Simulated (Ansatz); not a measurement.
```yaml
crystal:
  lattice:
    - [3.13680, 0.00000, 0.00000]
    - [-1.56840, 2.71655, 0.00000]
    - [0.00000, 0.00000, 18.36590]
  atoms:
    - { symbol: W, position: [0.00000, 0.00000, 0.00000] }
    - { symbol: W, position: [0.66667, 0.33333, 0.33333] }
    - { symbol: W, position: [0.33333, 0.66667, 0.66667] }
    - { symbol: S, position: [0.33333, 0.66667, 0.24767] }
    - { symbol: S, position: [0.00000, 0.00000, 0.58100] }
    - { symbol: S, position: [0.66667, 0.33333, 0.91433] }
    - { symbol: S, position: [0.66667, 0.33333, 0.08363] }
    - { symbol: S, position: [0.33333, 0.66667, 0.41697] }
    - { symbol: S, position: [0.00000, 0.00000, 0.75030] }
```

Space group R3m; not relaxed (largest force 0.6 eV/Å).

The calculation used Kohn-Sham DFT of a periodic cell, LDA, Ansatz PAW in Ansatz.

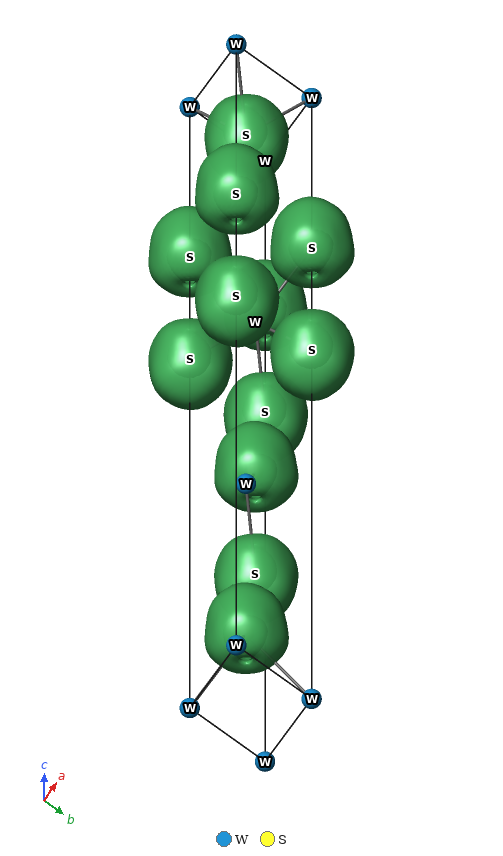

WS2. Isosurface of the ELF at 0.7 (green), seen at an oblique angle. Core shells and regions of very low density are left out. Sticks mark near contacts.

**What do the ELF domains correspond to?**

At this value the surface marks out six regions wrapped around S (the valence shell of each), counted in one cell of 9 atoms. Regions shared between cells count once.

Values along the shortest contacts:
W–S (2.37 Å): the ELF peaks at about 0.85 in the valence shell of S, 0.8 Å from its nucleus, and is about 0.50 at the midpoint.

**Does the calculation make it a metal, or give it a gap?**

It is gapped, with a Kohn–Sham gap of 0.96 eV on the k-point mesh, an upper bound to the gap of this method.
